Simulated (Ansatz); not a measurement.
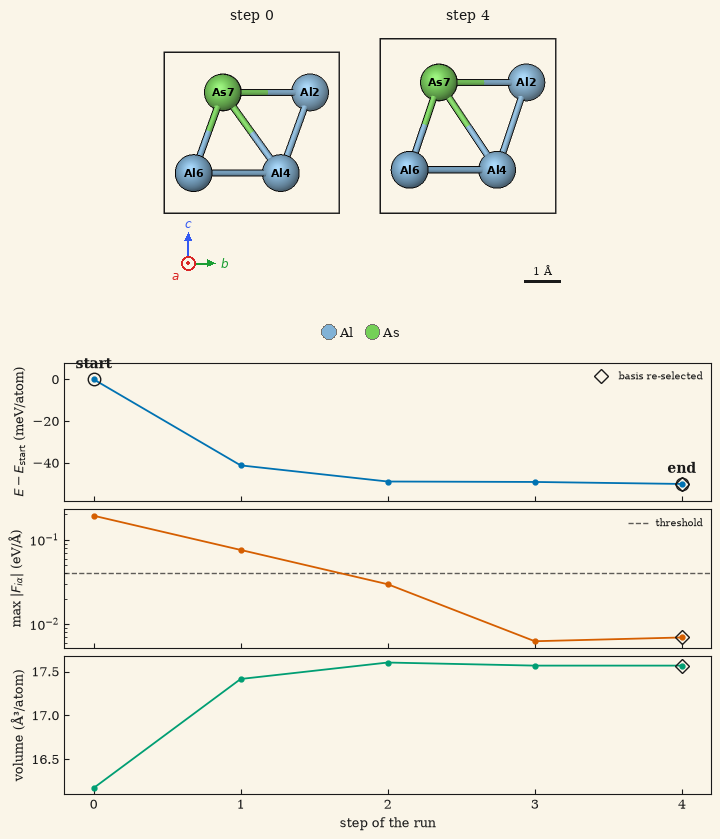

First and last geometry of a relaxation of crystalline Al$_{3}$As (a generated structure, set up in P6_3/mmc) (coarse preliminary run), with the history of the run. A ball-and-stick model of the cell of the calculation, seen along the a axis.

Method: Ansatz, DFT PBE, scalar-relativistic, plane waves, PAW. (plane-wave cutoff 420 eV; k-point mesh 6 × 6 × 4; occupations gaussian; smearing width 0.1 eV; no spin polarisation; cell and atoms relaxed; force threshold 0.04 eV/Å; at most 70 steps)

> Read the history and describe the run.

It converged. After 3 accepted moves (4 points after the start) the energy has fallen by 50.1 meV per atom. Largest force component: 0.19 eV/Å at the start, 0.007 eV/Å at the end. The pressure goes from 6.97 to −0.02 GPa. At 1 point the geometry stayed and the basis and grid were re-selected for the new cell (energy shift of 1.0 meV per atom at most each time). The largest moves relative to the cell, 0.004 Å, are those of Al atoms. As stays in place. The volume changes by +8.6 %, with a = b 5.720 → 5.730 Å (+0.2 %), c 4.566 → 4.943 Å (+8.3 %). Near-neighbour distances that change, for instance: Al–As 2.813 → 2.972 Å, Al–Al 2.822 → 2.976 Å, Al–Al 2.846 → 2.859 Å, Al–As 2.860 → 2.865 Å. The space group stays P6_3/mmc (No. 194). The run took 25 s on 1 thread of Arm Neoverse V2, on a shared host, peak memory 0.41 GiB.

| step | E − E(0), meV/atom | largest force component, eV/Å | pressure, GPa | volume, Å³/atom | note |
| --- | --- | --- | --- | --- | --- |
| 0 | 0.00 | 0.1931 | 6.97 | 16.172 |  |
| 1 | -41.18 | 0.0759 | 0.37 | 17.415 |  |
| 2 | -48.90 | 0.0298 | -0.26 | 17.602 |  |
| 3 | -49.11 | 0.0063 | -0.09 | 17.567 |  |
| 4 | -50.07 | 0.0070 | -0.02 | 17.567 | same geometry, new basis |
